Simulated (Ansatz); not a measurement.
System: Co3Sn2.

Input

```
crystal:
  lattice:
    - [4.1631420235, 0.0, 0.0]
    - [-2.0815710118, 3.6053867519, 0.0]
    - [0.0, 0.0, 4.9931273407]
  atoms:
    - { symbol: Co, position: [0.0, 0.0, 0.7461013611], spin: 1.13 }
    - { symbol: Co, position: [0.0, 0.0, 0.2538986389], spin: 1.13 }
    - { symbol: Co, position: [0.6666666667, 0.3333333333, 0.0], spin: 0.49 }
    - { symbol: Sn, position: [0.6666666667, 0.3333333333, 0.5] }
    - { symbol: Sn, position: [0.3333333333, 0.6666666667, 0.0] }
basis:
  ecutwfc: 420
kpoints:
  mp_grid: { grid: [12, 12, 10] }
hamiltonian:
  xc: pbesol
scf:
  occupations: { method: gaussian, width: 0.15 }
output:
  forces: true
  stress: true
  eigenvalues: true
  populations: true
  write_density: true
  write_potential: true
  elf: true
  volumetric_format: npy
magnetization:
  spin_polarized: true
```

Launched as:

```sh
ansatz run input.yaml --threads 2 --pin off --max-ram 5120MiB --backend cpu --events-out ev --progress --plain --runs-dir out
```

Below, planes, directions and counts refer to the conventional cell (a = 4.16 Å, b = 4.16 Å, c = 4.99 Å, α = 90.00°, β = 90.00°, γ = 120.00°).

Space group P-6m2; a structure from a database of computed crystals, not necessarily the ambient phase; spin-polarised.

Theory: DFT PBEsol, scalar-relativistic, plane waves, PAW (Ansatz).

**Predict the valence pseudo-density, electron localisation function and spin density between the atoms.**

Co–Sn (2.50 Å): ρ at the midpoint is about 0.4 e/Å³; the ELF is about 0.35 at the midpoint.
The spin density sits on Co: +1.0 μB (×2) and +0.5 μB in one cell of 5 atoms: parallel main moments (a ferromagnetic arrangement) in this solution. The cell of the calculation (5 atoms) carries 2.4 μB of net spin moment.

**Metal or insulator at this level of theory?**

It is gapless in this calculation (a metal or semimetal).

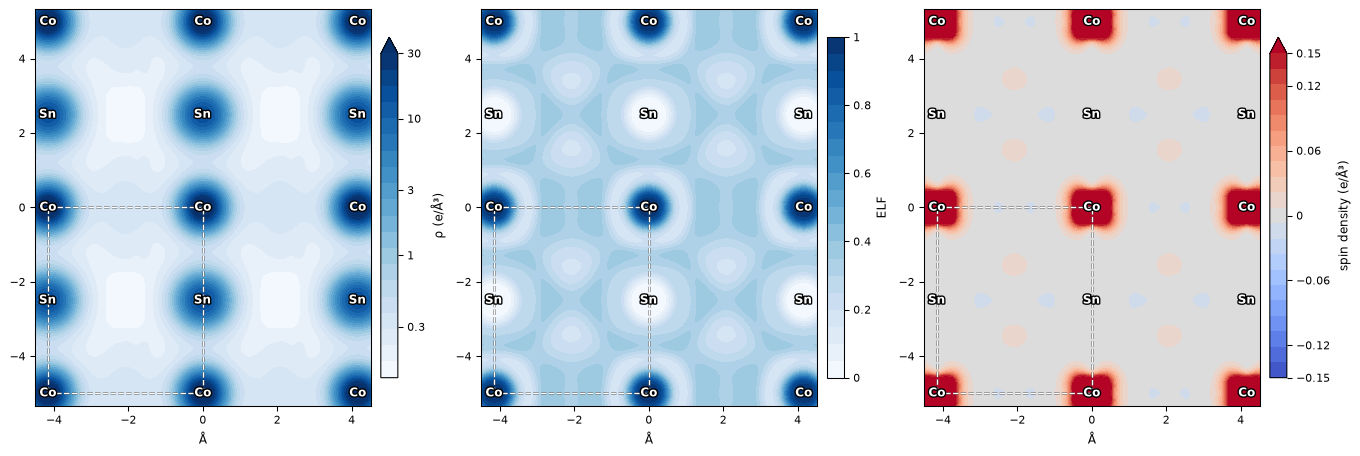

Computed valence pseudo-density, electron localisation function and spin density on the (100) plane of the conventional cell, in this order. 
